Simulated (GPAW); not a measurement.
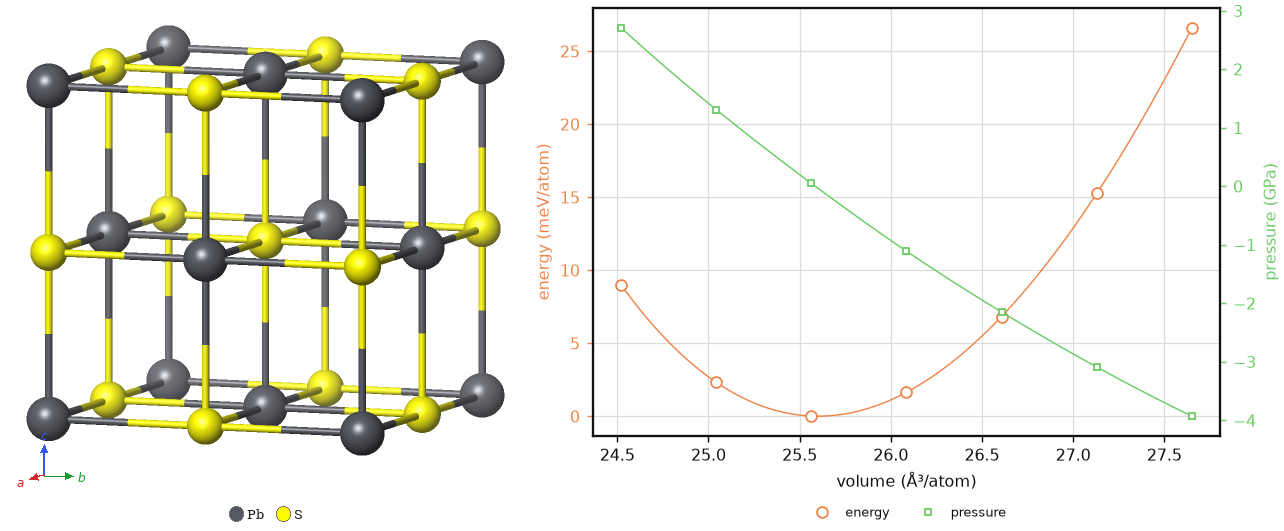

Caption: Energy and pressure against volume for PbS, space group Fm-3m (No. 225). The conventional cell is drawn beside the plot.

A third-order Birch–Murnaghan fit gives V0 = 25.60 Å³/atom, B0 = 58.9 GPa and B′ = 3.9. The energy is 8.98 meV/atom at volume 24.52 Å³/atom and 26.61 meV/atom at 27.65 Å³/atom; the lowest computed point is at volume 25.56 Å³/atom (0.01 meV/atom). The pressure falls from 2.71 GPa at volume 24.52 Å³/atom to −3.93 GPa at 27.65 Å³/atom, and changes sign near 25.59 Å³/atom.

How it was computed, with GPAW 26.7.0: PAW DFT in plane waves, on a grid or in atomic orbitals, no spin polarisation; energies at scaled volumes of the given cell, shape and fractions fixed, counted from the fit's minimum, third-order Birch-Murnaghan fit. Level: PBEsol.

- k mesh: 8×8×8
- occupations: Fermi–Dirac
- smearing width: 0.05 eV
- potentials: PAW data sets made by gpaw setup for the functional
- wave cutoff: 600 eV
- program settings: basis pw

Cell as given: a = 4.194 Å, b = 4.194 Å, c = 4.194 Å, α = 60.00°, β = 60.00°, γ = 60.00°; 2 atoms.

Caveats: spin-orbit coupling left out, heavy elements.
